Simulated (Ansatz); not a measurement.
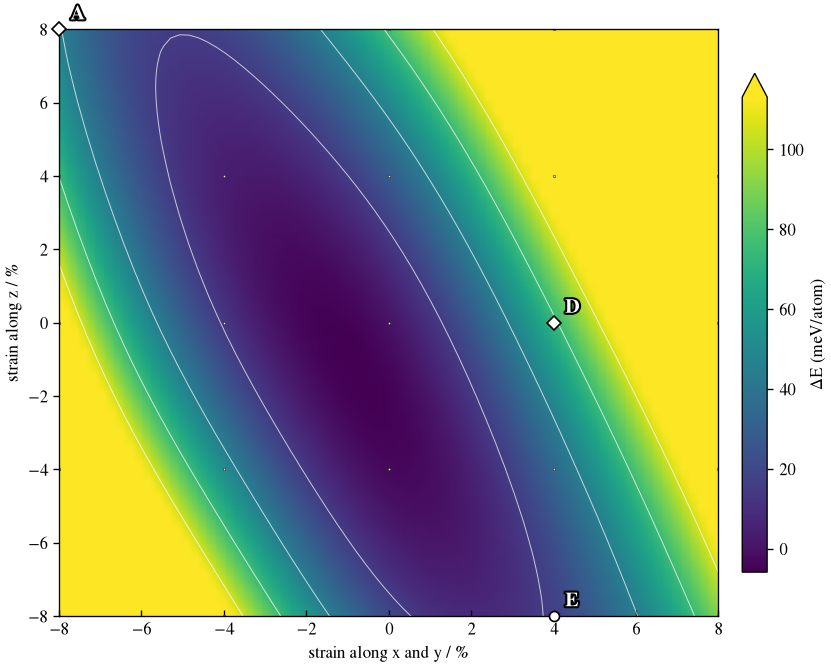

Zr (Fm-3m, No. 225; 1 atom in the cell). 
- The cell is strained homogeneously, by one strain along x and y and another along z, with fractional coordinates fixed (x, y and z along the cube axes).
- First axis: strain along x and y. Second axis: strain along z.
- The scan uses a 5 × 5 grid.
- Points are written as (first, second).
- All energies are given in meV/atom relative to the unstrained cell.
- The reference cell is the one listed in the database, not relaxed at this level.
- These are results of Ansatz 0.2.0, DFT PBEsol, scalar-relativistic, plane waves, PAW, not measurements. Settings: cutoff 420 eV, k-mesh 18×18×18, gaussian smearing 0.15 eV, no spin polarisation.

In the figure: a smooth colour map with a few white contour lines, dots at the grid points, one colour for all values above the top of the scale, lettered points. Between grid points the surface is interpolated.

> Is A the lowest point of the computed grid?

No. A lies 50 meV/atom above the lowest grid point, which is at (0 %, −4 %).

> Rank the lettered points by energy, lowest first.

E (17 meV/atom), A (46 meV/atom), D (72 meV/atom).
